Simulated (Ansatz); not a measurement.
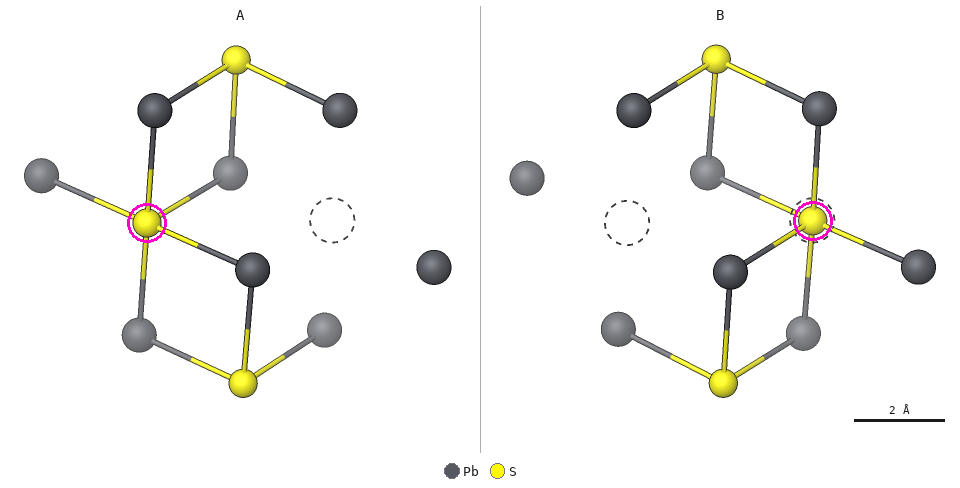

A vacancy jump of sulfur in PbS (Fm-3m phase), in a neutral cell with 15 atoms, whose images lie 8.4 Å apart. One frame is the relaxed vacancy; in the other the neighbouring S atom (ringed) was set half-way along its jump of 4.20 Å and all atoms were relaxed in the symmetry of that start. Dashed circles mark empty sites. Style: ball-and-stick. Shown: the slice 3.8 Å thick through the jump, out to 5.3 Å from its middle, across the jump.

These are results of DFT PBE+D3(BJ), scalar-relativistic, plane waves, PAW in Ansatz 0.2.0, not measurements. Settings: plane-wave cutoff 420 eV; k-point mesh 6 × 6 × 4; occupations gaussian; smearing width 0.05 eV; no spin polarisation; atoms relaxed in a fixed cell; force threshold 0.02 eV/Å.

> What does the half-way point cost?

Frame B is the half-way start after relaxation. It lies 0.00 eV below the relaxed vacancy. The atom slides 0.50 of the jump length along the path, so the half-way point isn't stationary and this energy isn't the barrier. There it has 6 Pb as nearest neighbours, the closest at 2.94 Å. Both cells are metallic on the mesh.

Limits of the set-up: the periodic images lie only 8.4 Å apart, so the values are limited by the cell's size.
